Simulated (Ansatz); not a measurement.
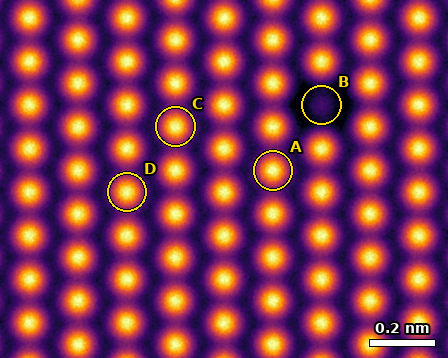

Dark-field STEM-like image of Al (Fd-3m, No. 227) along [210]. Simulated incoherent Z contrast: every atom adds Z^1.7 spread by a probe of 0.80 Å full width; channelling and multiple scattering are left out. The probe carries 25 % of its weight in a tail 2.5 times as wide. The display is stretched by a gamma of 0.8; percentages refer to the linear signal. Shot noise was added.

The sample is 1 repeat (13.6 Å) thick. One point defect was put into the perfect crystal, without relaxing the atoms around it. Brightness is counted from the darkest point of the image. Host structure: coordinates from a relaxation with DFT, revPBE, plane waves (420 eV) with PAW, scalar-relativistic in Ansatz 0.2.0; the starting structure was generated, so it need not be a known form of this composition.

> Which ringed column holds the defect, and does it scatter more or less than its equals?

B; it scatters less. The column holds 1 atom (Al) through the sample, and one Al atom is replaced by B, so its peak vanishes.
